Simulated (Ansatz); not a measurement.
Ga7N5 (cell with a defect)

```xyz
12
Lattice="0.0000 0.0000 5.2432 4.8276 -2.7872 0.0000 0.0000 5.5744 0.0000" Properties=species:S:1:pos:R:3 pbc="T T T"
Ga    1.6092    0.9291    2.1628
Ga    0.0000    3.7163    2.6875
Ga    3.2184   -1.8581    2.6875
Ga    4.5775   -0.7847    0.1243
Ga    3.4685    2.0025    0.1243
Ga    1.6092    4.3566    0.1243
Ga    1.6092    0.9291    4.4499
N     0.0000    3.7163    4.5911
N     3.2184   -1.8581    4.5911
N     4.6924   -0.8510    1.9947
N     3.3536    1.9362    1.9947
N     1.6092    4.4892    1.9947
```

Computed with DFT PBE, scalar-relativistic, plane waves, PAW in Ansatz.

The density is the valence pseudo-density of a PAW calculation; it isn't the true density close to the nuclei.

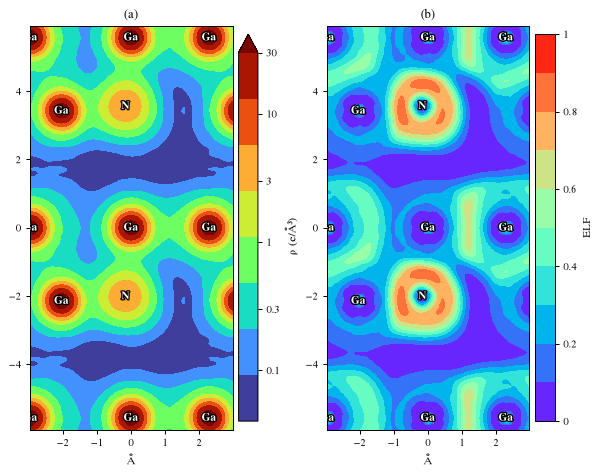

Figure 1. (a) valence pseudo-density; (b) electron localisation function on the (001) plane of the calculation cell.

**Interpret the plot.**

The plane passes through Ga and N nuclei. Ga–N (1.88 Å): ρ at the midpoint is about 0.86 e/Å³; the ELF peaks at about 0.85 in the valence shell of N, 0.6 Å from its nucleus, and is about 0.50 at the midpoint. Ga–Ga (2.29 Å): the density is about 0.51 e/Å³ at the midpoint; the ELF peaks at about 0.60 between the atoms. Ga–N (2.02 Å): the density is about 0.63 e/Å³ at the midpoint; the ELF peaks at about 0.85 in the valence shell of N, 0.7 Å from its nucleus, and is about 0.45 at the midpoint. Ga–Ga (2.33 Å): ρ at the midpoint is about 0.46 e/Å³; the ELF is about 0.50 at the midpoint. Between the atoms the lowest density in this plane is 0.04 e/Å³.

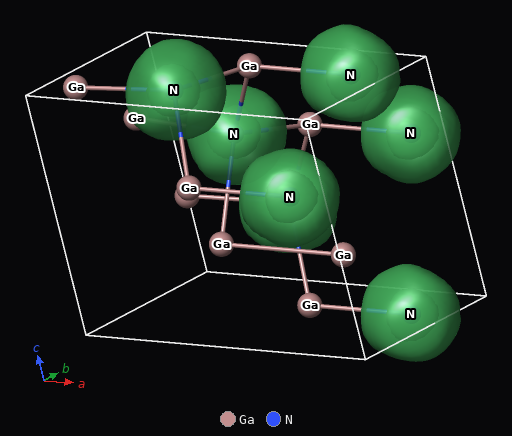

Figure 2. Isosurface of the electron localisation function at 0.7 (green), seen slightly off an axis. Only the valence region is drawn (cores and ρ < 0.01 e/Å³ removed). Sticks mark near contacts.

**What do the ELF domains correspond to?**

The ELF exceeds this value in five regions wrapped around N (the valence shell of each), counted in one cell of 12 atoms. Regions shared between cells count once.

**Does the calculation make it a metal, or give it a gap?**

It is gapless in this calculation (a metal or semimetal).
